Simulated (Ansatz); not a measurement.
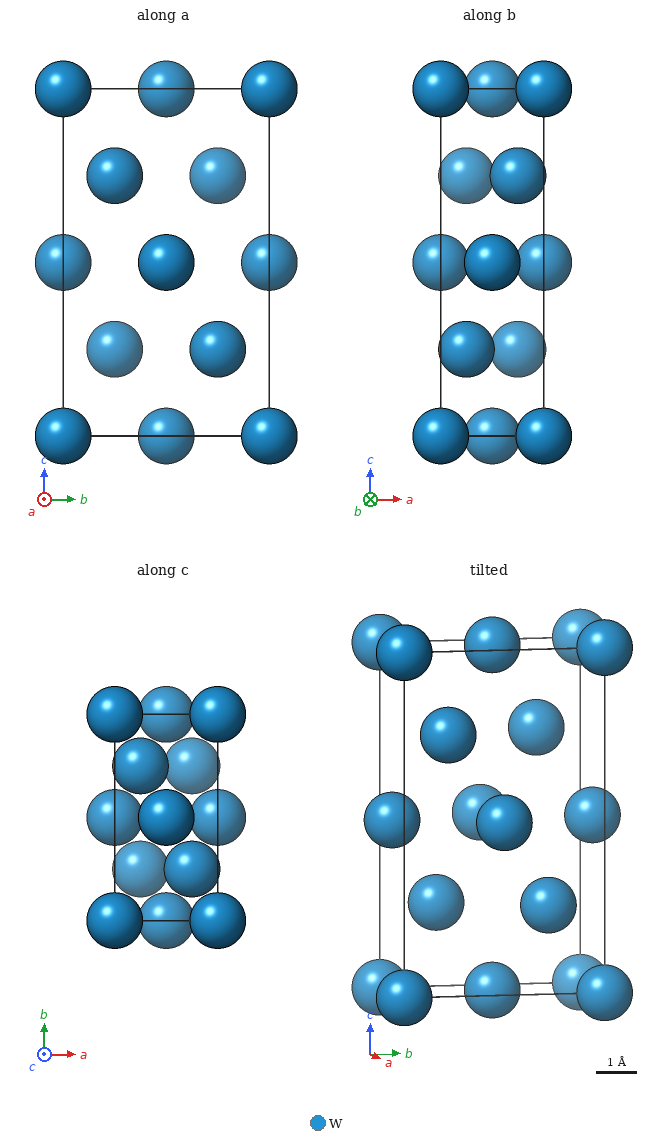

A spheres-only rendering, viewed along the a axis, along the b axis, along the c axis and slightly off an axis. The outline marks the conventional unit cell.

Lattice parameters: a = 2.582 Å, b = 5.167 Å, c = 8.695 Å, α = 90.00°, β = 90.00°, γ = 90.00°. Put a along x and b in the xy plane.

Question: Write down what is shown as a POSCAR file.

Answer:
```
W
1.0
     2.582    0.000    0.000
     0.000    5.167    0.000
     0.000    0.000    8.695
W
8
Direct
  0.2500 0.2500 0.2500
  0.5000 0.0000 0.5000
  0.2500 0.7500 0.7500
  0.5000 0.5000 0.0000
  0.7500 0.2500 0.7500
  0.0000 0.0000 0.0000
  0.7500 0.7500 0.2500
  0.0000 0.5000 0.5000
```

The initial geometry was a structure type filled with this element by a generator (whether the element takes this form wasn't checked). Earlier steps of the study may have refined or changed the cell and positions. It went into a calculation with Ansatz.

At this level of theory the cell isn't at rest (compressed, at 47 GPa), so its distances can differ from those at equilibrium, the more so the softer the solid.
